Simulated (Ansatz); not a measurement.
## Energy of GaN along an even scaling of the cell

System: GaN (P6₃mc, 4 atoms in the cell).
Method: Kohn-Sham DFT of a periodic cell, exchange-only PBE, Ansatz PAW, no spin polarisation (Ansatz 0.2.0).

The 7 runs differ only in the geometry, by an even scaling of the cell at fixed fractional positions. The structure derives from an entry of the Crystallography Open Database.

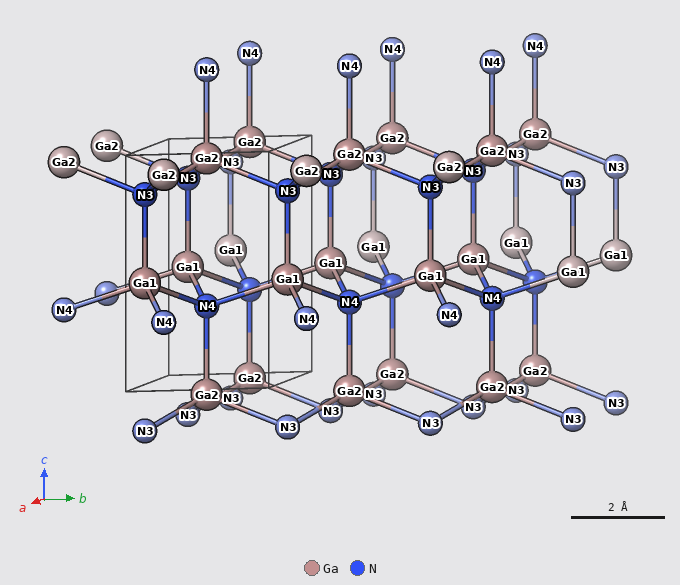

Figure 1. The structure of run 4 (ball-and-stick view of the cell of the calculation, repeated 2 × 3 × 1, seen slightly off an axis; neighbours outside the cell are drawn fainter; atoms are numbered from 1 in the order of the input).

### Input of run 4
```yaml
crystal:
  lattice:
    - [3.18, 0.0, 0.0]
    - [-1.59, 2.753960784, 0.0]
    - [0.0, 0.0, 5.166]
  atoms:
    - { symbol: Ga, position: [0.6666666667, 0.3333333333, 0.5] }
    - { symbol: Ga, position: [0.3333333333, 0.6666666667, 0.0] }
    - { symbol: "N", position: [0.6666666667, 0.3333333333, 0.875] }
    - { symbol: "N", position: [0.3333333333, 0.6666666667, 0.375] }
hamiltonian:
  xc: { exchange: pbe, correlation: none }
  pseudopotentials: { kind: paw }
kpoints:
  mp_grid: { grid: [10, 10, 5] }
scf:
  occupations: { method: fermi_dirac, width: 0.05 }
output:
  forces: true
  stress: true
  eigenvalues: true
```

Command:
```bash
ansatz run input.yaml --threads 2 --pin off --max-ram 5120MiB --backend cpu --events-out ev --progress --plain --runs-dir out
```

Run 2 differs from it as follows:
```diff
-    - [3.18, 0.0, 0.0]
-    - [-1.59, 2.753960784, 0.0]
-    - [0.0, 0.0, 5.166]
+    - [3.1370217585, 0.0, 0.0]
+    - [-1.5685108793, 2.7167405351, 0.0]
+    - [0.0, 0.0, 5.0961806304]
```

### Results, with one run withheld

```tsv
run	volume per atom (Å³)	free energy per atom, from the lowest run given (meV)	pressure (GPa)	gap on the mesh (eV)
1	10.632	222.65	41.75	2.53
2	10.858	?	?	?
3	11.084	121.25	30.46	2.24
4	11.310	81.71	25.60	2.09
5	11.537	48.74	21.19	1.96
6	11.763	21.69	17.20	1.82
7	11.989	0.00	13.57	1.69
```

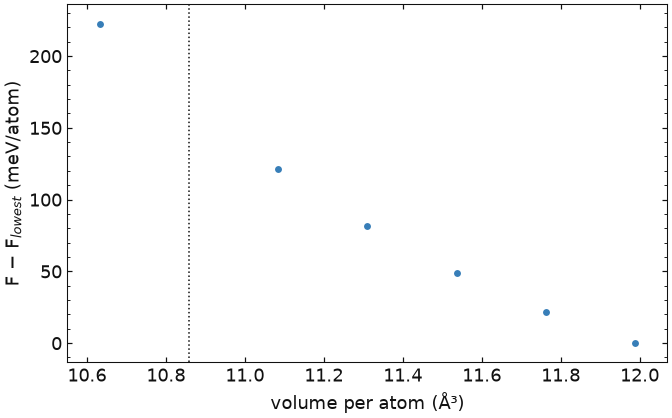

Figure 2. Free energy per atom of the runs given; the dotted line marks run 2.

Fit the runs given and predict run 2.

A cubic polynomial in V^(−2/3) (the Birch–Murnaghan form), fitted to the 6 runs given, misses them by at most 0.05 meV per atom. With x = V^(−2/3) − 0.19776 Å⁻², it reads F = 72.287 + 13108 x + 3.7912e+05 x² + 6.8393e+05 x³ (meV per atom). At run 2 it gives 167.92 meV per atom, and the run itself gives 167.96. The slope of the fit gives a pressure −dF/dV of 35.85 GPa there, and the run prints 35.82 GPa. The fit has no minimum inside this range. The gap on the mesh goes, without turning, from 2.53 eV in run 1 to 1.69 eV in run 7; run 2 has 2.38 eV. These are gaps of this functional on this mesh, which can miss the band edges; they aren't the measured gap.

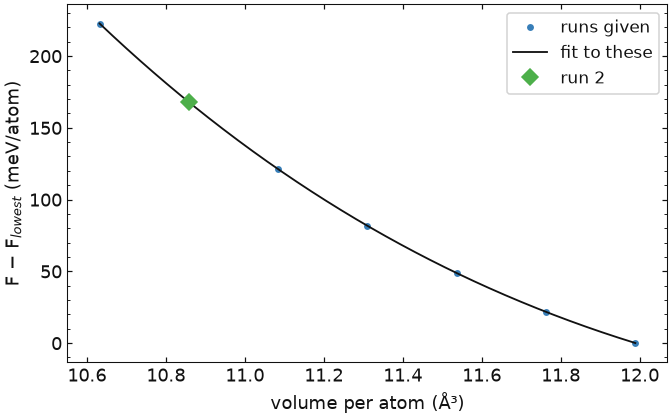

Figure 3. The fit and the withheld run.

### Output, shortened to warnings, some set-up lines, iterations and results (run 2)
```
Basis set: ecut = 420 eV, 845 PW (Γ), exchange–correlation on 48×48×72 points (8 copies of the dense FFT grid, shifted against one another)
Symmetry: 12 space group operations
k-points: 42 of 500 (time reversal used)
Initial density: superposition of atomic densities (neutral atoms: chi_scale 0, normalization atom), corrected by the library's trained network
[...]
SCF iter   1: F=—  HF=-8239.653948 eV  |F-HF|=—  |Δ(HF+E_count)|=         —  Δρ=1.53e-2  dr2=9.22e-2  ethr=1.77e-3  ⟨swp⟩=5.2  Hψ=3740  notcnv=0
SCF iter   2: F=—  HF=-8239.623319 eV  |F-HF|=—  |Δ(HF+E_count)|=   3.06e-2  Δρ=2.04e-3  dr2=2.25e-3  ethr=2.56e-4  ⟨swp⟩=2.4  Hψ=2025  notcnv=0
SCF iter   3: F=—  HF=-8239.622812 eV  |F-HF|=—  |Δ(HF+E_count)|=   5.07e-4  Δρ=1.42e-3  dr2=8.20e-4  ethr=6.24e-6  ⟨swp⟩=2.0  Hψ=1409  notcnv=0
SCF iter   4: F=—  HF=-8239.623023 eV  |F-HF|=—  |Δ(HF+E_count)|=   2.11e-4  Δρ=7.72e-4  dr2=3.41e-4  ethr=2.28e-6  ⟨swp⟩=2.0  Hψ=1504  notcnv=0
SCF iter   5: F=—  HF=-8239.623112 eV  |F-HF|=—  |Δ(HF+E_count)|=   8.90e-5  Δρ=1.75e-4  dr2=1.81e-5  ethr=9.48e-7  ⟨swp⟩=2.0  Hψ=1236  notcnv=0
SCF iter   6: F=—  HF=-8239.623123 eV  |F-HF|=—  |Δ(HF+E_count)|=   1.08e-5  Δρ=3.18e-5  dr2=3.94e-7  ethr=5.03e-8  ⟨swp⟩=2.5  Hψ=1677  notcnv=0
SCF iter   7: F=-8239.623124 eV  HF=-8239.623124 eV  |F-HF|=1.68e-8  |Δ(HF+E_count)|=   6.58e-7  Δρ=4.57e-6  dr2=7.43e-9  ethr=2.78e-10  ⟨swp⟩=5.2  Hψ=4205  notcnv=0
SCF 1 converged in 7 iterations: F = -8239.623124 eV  dr2 = 7.43e-9
SCF converged after 7 iterations
Free energy (F): -8239.623124 eV
Harris-Foulkes:  -8239.623124 eV  (|F-HF|=1.68e-8)
Internal energy: -8239.623124 eV  (E = F + TS)
E sigma→0 (E₀):  -8239.623124 eV
Fermi energy:    13.307419 eV
--- Per-component energies (eV) ---
  E_band       = 73.163621
  E_kinetic    = 501.366819
  E_local      = -3813.055235  (includes V_loc(G=0)·N_el)
  E_nonlocal   = 935.880322
  E_hartree    = 1769.488025
  E_xc         = -235.422186
  E_vxc        = -244.541319  (∫ρ·V_xc dr)
  E_paw        = -4170.772631  (= ΣΔE_a)
  E_vpaw       = -845.461927  (= ΣTr[D̂ρ^β])
  E_aug_tail   = 0.000022  (compensation charges beyond the density's cutoff)
  E_ewald      = -3227.446213
  E_core_change = 0.337953  (= ΣΔE_core)
  E_smearing   = -0.000000  (= −TS)
  E_closure    = 0.000000  (closes the sum)
  Σ components = -8239.623124   (vs F -8239.623124, Δ=0.00e0)
--- Forces (eV/Å), atoms counted from 1 ---
  atom   1  Ga     0.00000000    -0.00000000    -0.14335666
  atom   2  Ga     0.00000000     0.00000000    -0.14335666
  atom   3  N     -0.00000000    -0.00000000     0.14335266
  atom   4  N      0.00000000     0.00000000     0.14335266
  max |Σ_I F_I| component: 8.00e-6 eV/Å
--- Stress (GPa, compression-positive) ---
       34.761139      -0.000000      -0.000000
       -0.000000      34.761139      -0.000000
       -0.000000      -0.000000      37.942639
  P = ⅓ Tr σ = 35.8216 GPa (358.216 kbar)
```

Notes: Points of doubt noted for this run: forces on files of another functional.
